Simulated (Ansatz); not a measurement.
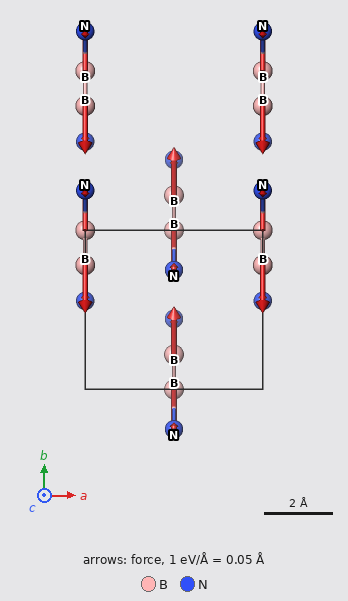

Starting geometry of solid BN (built on the random type) (coarse preliminary run) with the computed forces as red arrows. The picture is a ball-and-stick view of the cell of the calculation, repeated 1 × 2 × 1 with one cell outlined, seen along the c axis.

Case: random cell with space group Pmn2_1 (No. 31).

Theory: DFT PBE, scalar-relativistic, plane waves, PAW in Ansatz 0.2.0.

Input
```yaml
crystal:
  lattice:
    - [5.2592114471, 0.0, 0.0]
    - [0.0, 4.7157296588, 0.0]
    - [0.0, 0.0, 3.3636794777]
  atoms:
    - { symbol: B, position: [0.5, 0.2192734156, 0.4992235001] }
    - { symbol: B, position: [0.0, 0.7807265844, 0.9992235001] }
    - { symbol: B, position: [0.5, 0.0, 0.3379267862] }
    - { symbol: B, position: [0.0, 0.0, 0.8379267862] }
    - { symbol: "N", position: [0.0, 0.25, 0.1997404122] }
    - { symbol: "N", position: [0.5, 0.75, 0.6997404122] }
    - { symbol: "N", position: [0.5, 0.4434530113, 0.125] }
    - { symbol: "N", position: [0.0, 0.5565469887, 0.625] }
basis:
  ecutwfc: 420
kpoints:
  mp_grid: { grid: [4, 4, 6] }
hamiltonian:
  xc: pbe
scf:
  occupations: { method: gaussian, width: 0.1 }
  lower_state_search: "off"
output:
  forces: true
  stress: true
  eigenvalues: true
relax:
  adjacent_minimum: "off"
  f_tol: 0.04
  max_steps: 70
  cell: { stress_tol: 0.4 }
```

Command:
```bash
ansatz run input.yaml --threads 1 --pin off --max-ram 2560MiB --backend cpu --events-out ev --progress --plain --runs-dir out
```

### Is this structure relaxed? If not, where do the atoms go?

It isn't relaxed: the largest force vector, on B atoms, is 30.79 eV/Å. The final displacements follow the starting forces only in part (cosine between the two patterns 0.75). Over 26 accepted moves (31 points after the start) the energy falls by 33.830 eV per cell of the calculation. Largest force component: 29 eV/Å at the start, 0.0042 eV/Å at the end. Pressure: 16.34 GPa at the start and 0.10 GPa at the end. The line search rejected the trial step at point 25 of the run. The SCF was repeated 4 times at an unchanged geometry on a basis and grid sized afresh for the cell, which shifted the energy by 0.427 eV per cell of the calculation at most. The largest moves relative to the cell, 1.67 Å, are those of B1 and B2. B2 goes along [0 −1 1]. Largest moves by element: B 1.67 Å, N 1.39 Å. The drawn cell changes as follows: a 5.259 → 7.082 Å (+34.7 %), b 4.716 → 7.206 Å (+52.8 %), c 3.364 → 2.625 Å (−22.0 %); the volume changes by +60.5 %. Among the contacts that change: B1–B3 1.168 → 3.833 Å, B3–N6 2.449 → 1.312 Å, B1–N7 2.355 → 1.312 Å, B3–N6 (another image) 1.694 → 1.312 Å. New bonds form: B1–N7 (2.36 → 1.31 Å), B2–N8 (2.36 → 1.31 Å), B3–N6 (2.45 → 1.31 Å), B4–N5 (2.45 → 1.31 Å). Bonds break: B1–B3 (1.17 → 3.83 Å), B2–B4 (1.17 → 3.83 Å). The space group (tolerance 0.01 Å) goes from Pmn2_1 (No. 31) to Cmcm (No. 63). Cost: 5 min on 1 thread of Arm Neoverse V1, with other jobs on the host, peak memory 0.39 GiB.
